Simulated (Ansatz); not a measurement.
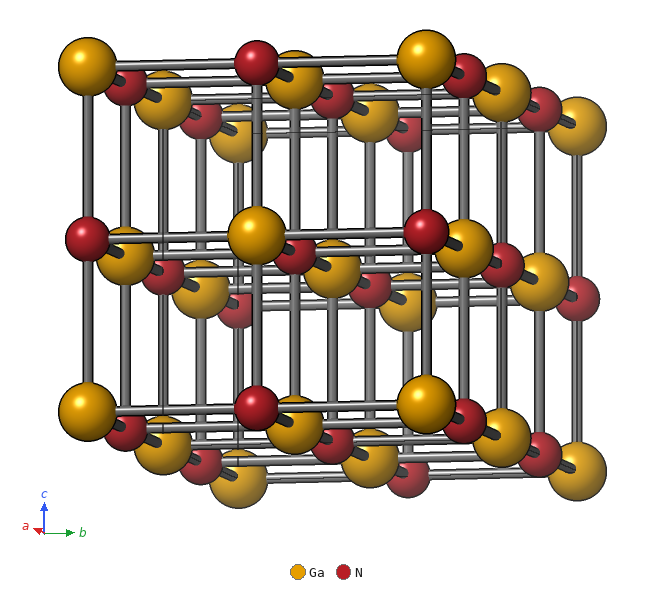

Shown here is a ball-and-stick view of the crystal, taken from a general direction. The solid frame is a single conventional unit cell within a 2×1×1 block.

GaN, space group Fm-3m (No. 225), a = 4.11 Å, b = 4.11 Å, c = 4.11 Å, α = 90.00°, β = 90.00°, γ = 90.00°.

Electronic-structure method: DFT r2SCAN, scalar-relativistic, plane waves, PAW in Ansatz. Parameters: 500 eV cutoff, k-points about 0.22 Å⁻¹ apart, Gaussian smearing of 0.02 eV, no spin polarisation.

Question: Metal or not?

Answer: A semiconductor at this level, with a gap of 1.71 eV on the k-mesh (the true edges may lie between mesh points, so the gap can be somewhat smaller).

Question: What is the pressure at this volume?

Answer: The computed pressure is 22.2 GPa (compressed: it would expand).

The structure was taken from a structure listed in the Materials Project. The cell was then strained or its atoms displaced on purpose. It went into a calculation with Ansatz.

At this level of theory the cell isn't at rest (compressed, at 22 GPa), so its distances can differ from those at equilibrium, the more so the softer the solid.
